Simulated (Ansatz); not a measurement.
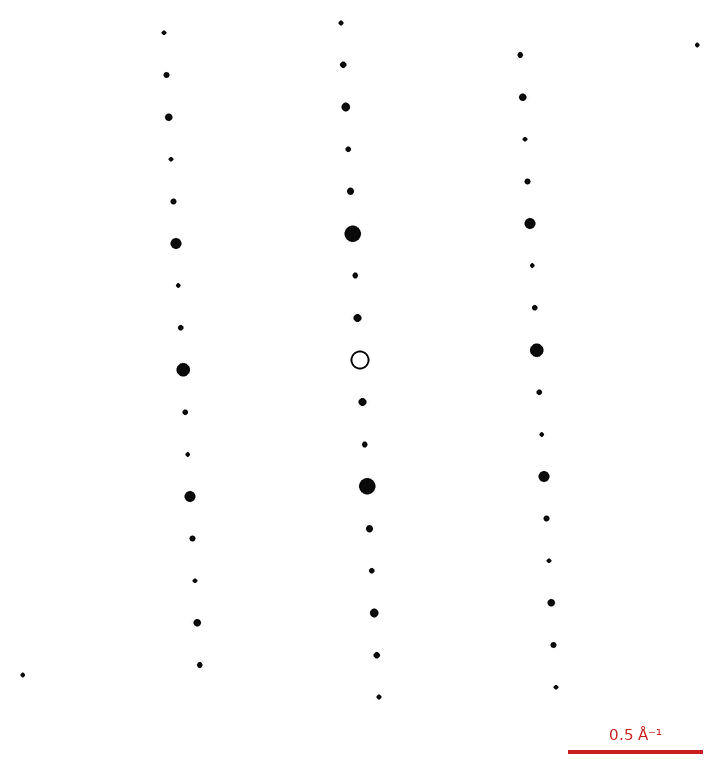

The pattern is a kinematic simulation for 80 kV electrons (no multiple scattering; isotropic B = 1 Å²).

It belongs to TiSi2, space group C2/m (No. 12), a = 9.367 Å, b = 3.009 Å, c = 6.705 Å, β = 109.61°. Structure: the end point of a relaxation with Ansatz 0.2.0, DFT PBE, scalar-relativistic, plane waves, PAW; the starting structure was generated, so it need not be a known form of this composition.

Q: Measure the pattern against the scale bar and name the zone.

A: The spots form a rectangular net whose two shortest vectors correspond to d = 6.32 Å and 1.50 Å, 90.0° apart. They index as 0 0 1 and 0 2 0, so the zone axis is ±[100].

Q: Which reflections of this zone are missing, and why?

A: The lattice centring (C) removes all reflections that break h + k = 2n.
